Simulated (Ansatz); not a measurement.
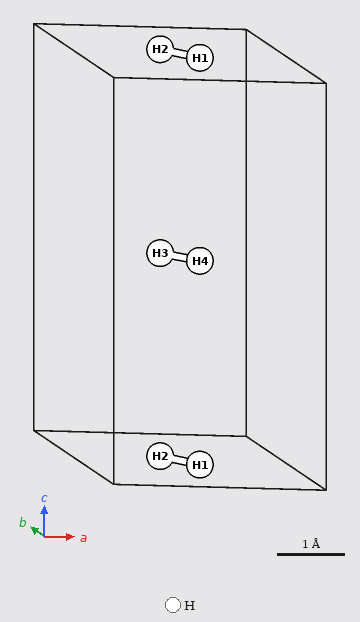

Figure 1. The input geometry (ball-and-stick view of the cell of the calculation, seen slightly off an axis; atoms are numbered from 1 in the order of the input). Near neighbours in the crystal (not all of them lie inside the picture): H has 1 H at 0.74 Å.

# H: single-point calculation

- system: H (Cmcm, 4 atoms in the cell)
- method: DFT r2SCAN, scalar-relativistic, plane waves, PAW, no spin polarisation (Ansatz 0.2.0)

The structure derives from a Materials Project entry. Figures and captions count atoms from 1; the log counts them from 0 in places.

Input:
```yaml
crystal:
  lattice:
    - [1.64853186, -2.73168823, 0.0]
    - [1.64853186, 2.73168823, 0.0]
    - [0.0, 0.0, 6.31376862]
  atoms:
    - { symbol: H, position: [0.5678085, 0.4321915, 0.99951495] }
    - { symbol: H, position: [0.4321915, 0.5678085, 0.00048505] }
    - { symbol: H, position: [0.4321915, 0.5678085, 0.49951495] }
    - { symbol: H, position: [0.5678085, 0.4321915, 0.50048505] }
basis:
  ecutwfc: 500
kpoints:
  mp_grid: { grid: [10, 10, 6] }
hamiltonian:
  xc: r2scan
scf:
  occupations: { method: gaussian, width: 0.05 }
output:
  forces: true
  stress: true
  eigenvalues: true
  write_density: true
  write_potential: true
  elf: true
  volumetric_format: npy
```

Launched with:
```bash
ansatz run input.yaml --threads 1 --pin off --max-ram 1536MiB --backend cpu --events-out ev --progress --plain --runs-dir out
```

What the program printed:
```
Engine: ansatz 0.2.0, x86_64-unknown-linux-gnu
Pseudopotentials: kind: paw
Pseudopotential: H, paw, valence charge 1, recommended cutoff 500 eV (meta_gga), H.paw.azcp
Functional definition: r2SCAN
  parameter k0 = 0.174
  parameter k1 = 0.065
  parameter a1 = 4.9479
  exchange = r2scan_x(k0 = k0, k1 = k1, a1 = a1)
  correlation = r2scan_c
Crystal: 4 atoms, lattice volume = 56.865 Å³
Basis set: ecut = 500 eV, 1425 PW (Γ), exchange–correlation on 96×96×192 points (64 copies of the dense FFT grid, shifted against one another)
Bands: 6, of which v1, the nominal top of the filled ones, is band 2 counted from 1 (1 counted from 0)
Symmetry: 8 space group operations
Space group: Cmcm (ITA 63), of the structure as read, at distance tolerance 3.8e-5 Å
k-points: 124 of 600
Non-local potential: H, projectors of the file, l = 0: 2, l = 1: 1
PAW form: soft (Blöchl's): semilocal exchange-correlation on the pseudo side does not see the compensation charge
PAW one-centre angular grid: H, 302 points (default); XC on 160 Gauss nodes
Initial density: superposition of atomic densities (neutral atoms: chi_scale 0, normalization atom), corrected by the library's trained network
Initial wavefunctions: pseudopotential atomic-orbital guess
Functional: x = r2scan, c = r2scan; τ floored in thin density (d = 2e-4 eV/Å³)
SCF iter   1: F=—  HF=-63.862017 eV  |F-HF|=—  |Δ(HF+E_count)|=         —  Δρ=1.37e-3  dr2=5.40e-4  dr2_τ=2.54e-2  ethr=1.77e-3  ⟨swp⟩=3.7  Hψ=6015  notcnv=0
preconditioner: auto → none  [insulator: Δε(μ)=8.837 eV  Ē_g=13.589 eV  σ=0.050 eV  W_gap=1.00  n_scr=2 (ndim 8)  ℏωp=9.8 eV  f_vac=0.148  D(μ)=0.00/eV (n_scr^D=0)  ε∞_Penn≈1.5]
SCF iter   2: F=—  HF=-63.748415 eV  |F-HF|=—  |Δ(HF+E_count)|=   1.14e-1  Δρ=6.94e-4  dr2=1.24e-4  dr2_τ=1.82e-5  ethr=1.35e-5  ⟨swp⟩=2.9  Hψ=2722  notcnv=0
SCF iter   3: F=—  HF=-63.748496 eV  |F-HF|=—  |Δ(HF+E_count)|=   8.10e-5  Δρ=5.55e-5  dr2=9.33e-7  dr2_τ=2.86e-7  ethr=3.11e-6  ⟨swp⟩=2.0  Hψ=1481  notcnv=0
SCF iter   4: F=—  HF=-63.748511 eV  |F-HF|=—  |Δ(HF+E_count)|=   1.51e-5  Δρ=7.68e-6  dr2=2.39e-8  dr2_τ=3.89e-9  ethr=2.33e-8  ⟨swp⟩=2.0  Hψ=1424  notcnv=0
iter 5 did not close the SCF: its close was put off for the readings that it lacked (scf_convergence_deferred on its scf_iter line)
SCF iter   5: F=-63.748512 eV  HF=-63.748512 eV  |F-HF|=1.22e-8  |Δ(HF+E_count)|=   1.27e-7  Δρ=1.78e-6  dr2=1.44e-9  dr2_τ=2.79e-10  ethr=5.98e-10  ⟨swp⟩=2.0  Hψ=992  notcnv=0
SCF iter   6: F=-63.748512 eV  HF=-63.748512 eV  |F-HF|=1.96e-9  |Δ(HF+E_count)|=   1.18e-8  Δρ=7.18e-7  dr2=1.14e-10  dr2_τ=3.33e-11  ethr=3.60e-11  ⟨swp⟩=3.9  Hψ=2829  notcnv=0
SCF 1 converged in 6 iterations: F = -63.748512 eV  dr2 = 1.14e-10
  greatest PAW one-centre occupation: 0.375 electrons in one spin orbital (limit 2), on the H atom at site 3 (counted from 0), in its partial waves of l = 0
```

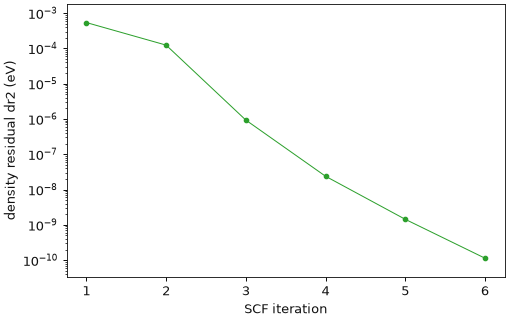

Figure 2. Convergence of the self-consistent field: density residual dr2 against the SCF iteration. The residual falls at every step.

```
SCF converged after 6 iterations
Free energy (F): -63.748512 eV
Harris-Foulkes:  -63.748512 eV  (|F-HF|=1.96e-9)
Internal energy: -63.748512 eV  (E = F + TS)
E sigma→0 (E₀):  -63.748512 eV
Fermi energy:    -4.341483 eV
--- Per-component energies (eV) ---
  E_band       = -38.425629
  E_kinetic    = 54.284566
  E_local      = -97.166197  (includes V_loc(G=0)·N_el)
  E_nonlocal   = 6.881323
  E_hartree    = 23.987116
  E_xc         = -35.623992
  E_vxc        = -50.143116  (∫ρ·V_xc dr)
  E_paw        = -2.355728  (= ΣΔE_a)
  E_vpaw       = -3.073652  (= ΣTr[D̂ρ^β])
  E_aug_tail   = -0.001834  (compensation charges beyond the density's cutoff)
  E_vtau       = 2.818996  (kinetic-family band-sum trace: ∫τ·v_τ [+ j·A + Jᵃ·Aᵃ] dr)
  E_ewald      = -13.753766
  E_smearing   = -0.000000  (= −TS)
  E_closure    = 0.000000  (closes the sum)
  Σ components = -63.748512   (vs F -63.748512, Δ=0.00e0)
--- Forces (eV/Å), atoms counted from 1 ---
  atom   1  H     -0.00000000    -0.00486644    -0.00038796
  atom   2  H     -0.00000000     0.00486644     0.00038796
  atom   3  H     -0.00000000     0.00486644    -0.00038796
  atom   4  H     -0.00000000    -0.00486644     0.00038796
  max |Σ_I F_I| component: 1.30e-18 eV/Å
--- Stress (GPa, compression-positive) ---
        0.225064       0.000000       0.000000
        0.000000       0.251197       0.000000
        0.000000       0.000000       0.235018
  P = ⅓ Tr σ = 0.2371 GPa (2.371 kbar)
--- Band table (eV; the first three rows and the last of 124) ---
  k-point 0: bands = ["-10.7602", "-10.0733", "1.2925", "4.5223", "8.6765", "9.4854"]
  k-point 1: bands = ["-10.7193", "-10.1254", "1.4888", "4.2920", "8.7237", "9.4224"]
  k-point 2: bands = ["-10.6041", "-10.2623", "2.0386", "3.6612", "8.8569", "9.2581"]
  k-point 123: bands = ["-9.1249", "-9.1249", "0.9323", "0.9323", "7.0809", "7.0809"]
```

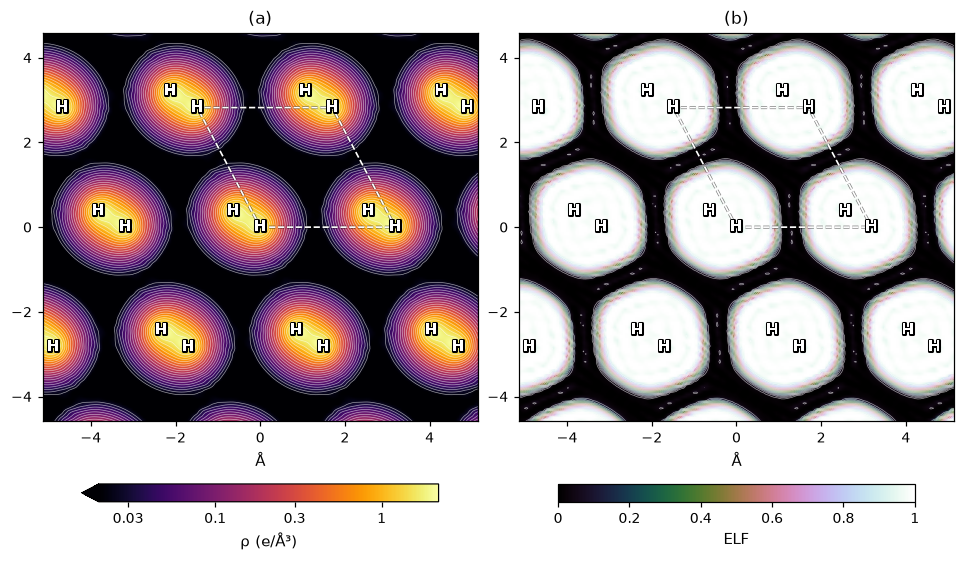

Figure 3. (a) valence electron density; (b) ELF on the (001) plane of the calculation cell. The plane passes through H nuclei. Away from the nuclei the density in this plane falls to 0.008 e/Å³ at its lowest. In a PAW calculation such maps are meaningful between the atoms, not at the nuclei.

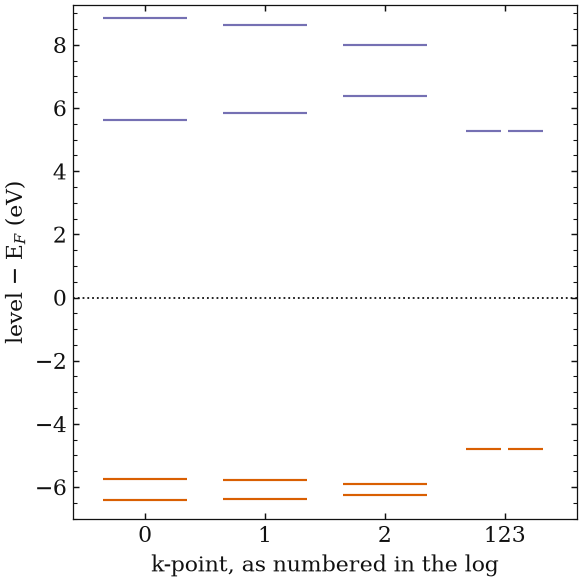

Figure 4. Kohn–Sham levels near the Fermi level (dotted) at the few k-points that the log prints; levels within 0.02 eV of each other stand side by side. Among these points the highest filled and lowest empty levels are 10.06 eV apart; the gap on the full mesh, 9.07 eV, has an edge at a point that isn't printed.

Results in brief:

```csv
quantity,value
outcome,converged
space group (tolerance 0.01 Å),Cmcm (63)
electrons treated,4
free energy,−63.7485 eV
Fermi energy,−4.341 eV
gap on the k-point mesh,9.07 eV
pressure,0.24 GPa
largest force (length of the vector),0.005 eV/Å
hardware,"1 thread of Intel Xeon (Granite Rapids), 64 GiB of memory available, shared host"
wall time,3.2 s
peak memory,0.39 GiB
```
